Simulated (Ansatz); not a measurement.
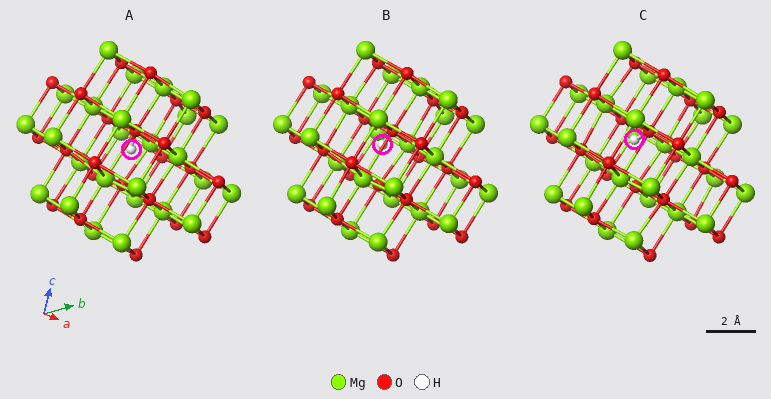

3 geometries from a converged minimum-energy path of a defect cell of composition Mg8HO8 (cell charge +1) (17 atoms in the cell), shuffled. Style: ball-and-stick. Shown: the atoms within 4.8 Å of the middle of the path, slightly off an axis. The moving atom is ringed, with any periodic copies. Bonds to atoms that aren't drawn are left out.

These are results of DFT PBEsol, scalar-relativistic, plane waves, PAW (Ansatz 0.2.0), not measurements. Set-up: plane-wave cutoff 420 eV; k-point mesh 2 × 2 × 2; Gaussian smearing 0.02 eV; 3 movable images; climbing image.

Question: Which of them lies highest in energy?

Answer: A. In order along the path, whose images run from 0 to 4: C (image 0, 0.000 eV), B (image 1, +0.049 eV), A (image 2, +0.085 eV). The H atom travels furthest, 1.16 Å from end to end, along [1 1 −1], on a path that bends up to 0.14 Å away from the straight line. At the highest image its nearest neighbour (O) is 0.99 Å away, against 0.99 Å at the start, and the surrounding atoms stand up to 0.11 Å off the mean of their end positions.

Limits of the set-up: the periodic images lie only 6.0 Å apart, so the values are limited by the cell's size; the cell is charged, on a uniform background, and energies carry no finite-size correction.

The run took 21 s on 4 threads of Oxide Virtual Turin-like Processor (Zen 5), with other jobs on the host, peak memory 0.84 GiB.
